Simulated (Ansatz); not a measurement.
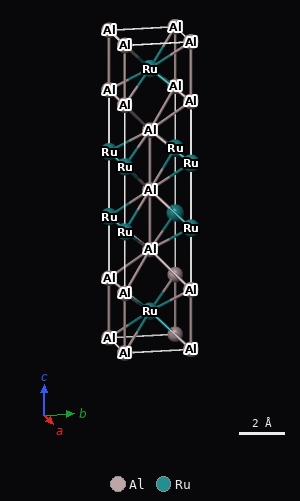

Normal modes of solid Al$_{3}$Ru$_{2}$, space group I4/mmm (No. 139), at the zone centre. Style: ball-and-stick. Shown: the conventional cell (2 times the calculation's cell), slightly off an axis. Lengths and directions refer to the drawn axes.

Level of theory: DFT LDA, scalar-relativistic, plane waves, PAW in Ansatz. Settings: plane-wave cutoff 420 eV; k-point mesh 16 × 16 × 16; occupations fermi dirac; smearing width 0.15 eV; no spin polarisation.

The frequencies depend somewhat on the k-mesh and the smearing.

### List the optical modes.

The calculation's cell holds 5 atoms, so there are 12 optical modes, in 8 levels. The optical modes span 2E_g + 2A₁g + 2E_u + 2A₂u. No level is unstable.

```tsv
level	symmetry	frequency (cm⁻¹)	activity
1	E_g	148	Raman-active
2	A₁g	185	Raman-active
3	E_u	263	infrared-active
4	A₂u	269	infrared-active
5	E_u	297	infrared-active
6	E_g	360	Raman-active
7	A₁g	400	Raman-active
8	A₂u	403	infrared-active
```

The crystal is a metal, so free carriers screen the infrared response.

The modes drawn as arrows (one member of each degenerate set), 6 of the levels:

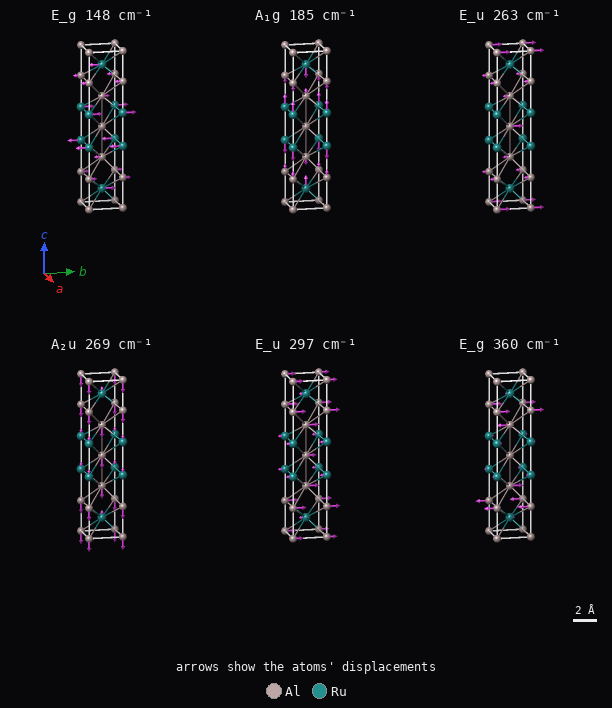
